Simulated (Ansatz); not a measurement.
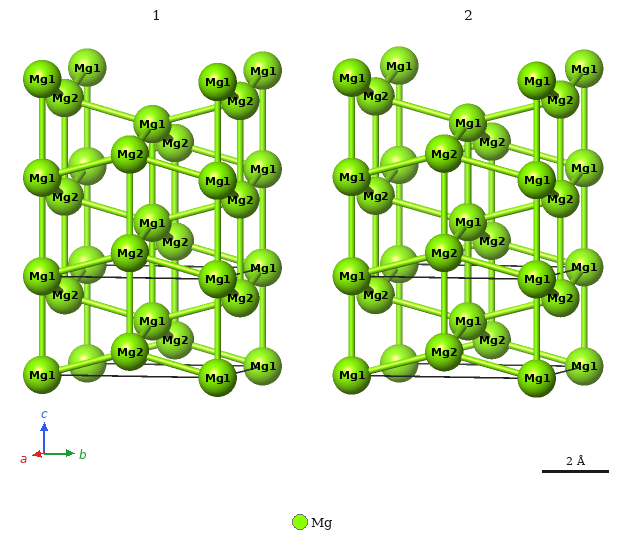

Two geometries of crystalline Mg (built on the beta-tin_141 type), drawn at one scale. One is the start of a relaxation, the other its converged end. A ball-and-stick model of the conventional cell (2 times the calculation's cell), repeated 1 × 1 × 3 with one cell outlined, seen from a free direction. Lengths and directions refer to the drawn axes.

The calculation used Ansatz 0.2.0, DFT PBE, scalar-relativistic, plane waves, PAW. (plane-wave cutoff 420 eV; k-point mesh 20 × 20 × 20; occupations gaussian; smearing width 0.1 eV; no spin polarisation; cell and atoms relaxed; force threshold 0.01 eV/Å; at most 80 steps)

Which geometry has the lower energy?

Structure 2 is the relaxed one. Case: beta-tin type (I4_1/amd, No. 141). No atom moves by more than 0.005 Å relative to the cell. The drawn cell changes as follows: a = b 5.524 → 5.824 Å (+5.4 %), c 3.014 → 3.035 Å (+0.7 %); the volume changes by +11.9 %. Among the contacts that change: Mg1–Mg2 2.863 → 3.009 Å, Mg1–Mg1 3.014 → 3.035 Å. The space group stays I4_1/amd (No. 141). Over 3 accepted moves (4 points after the start) the energy falls by 33.9 meV per atom. All forces vanish by symmetry, so only the cell relaxes. The pressure goes from 3.57 to 0.01 GPa. At 1 point the geometry stayed and the basis and grid were re-selected for the new cell (energy shift of 0.1 meV per atom at most each time). The run took about 90 core-seconds on a shared host.
